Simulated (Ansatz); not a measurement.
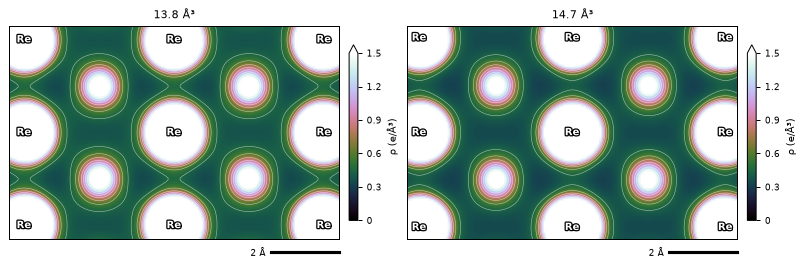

Re. The valence pseudo-density of cells scaled evenly to different volumes (given per atom above each panel), on the (11̄0) plane of each (indices in the axes of the cell below), at one length scale and on one colour scale.

The calculation used Kohn-Sham DFT of a periodic cell, RPBE with D4, Ansatz PAW (Ansatz 0.2.0).

The density is the valence pseudo-density of a PAW calculation; it isn't the true density close to the nuclei.

The largest cell:

```cif
data_structure
_symmetry_space_group_name_H-M 'P 1'
_symmetry_Int_Tables_number 1
_cell_length_a 2.7608
_cell_length_b 2.7608
_cell_length_c 4.4582
_cell_angle_alpha 90.000
_cell_angle_beta 90.000
_cell_angle_gamma 120.000
_cell_volume 29.43
loop_
_atom_site_label
_atom_site_type_symbol
_atom_site_fract_x
_atom_site_fract_y
_atom_site_fract_z
_atom_site_occupancy
Re1 Re 0.66667 0.33333 0.75000 1
Re2 Re 0.33333 0.66667 0.25000 1
```

| volume (Å³/atom) | Re–Re contact in the plane (Å) | ρ at its midpoint (e/Å³) | pressure (GPa) | 
| --- | --- | --- | --- |
| 13.83 | 2.704 | 0.460 | 23.3 | 
| 14.13 | 2.723 | ? | ? | 
| 14.71 | 2.761 | 0.422 | −3.0 | 

Q: What values belong in the row with question marks?

A: Over the known rows ln ρ falls by 1.51 per Å of Re–Re distance (the line through the two), which gives 0.447 e/Å³ at 2.723 Å; the calculation gives 0.447 e/Å³. For the pressure, a straight line in volume between the neighbouring rows gives 14.3 GPa; the calculation gives 13.6, lower because pressure rises ever faster on compression.
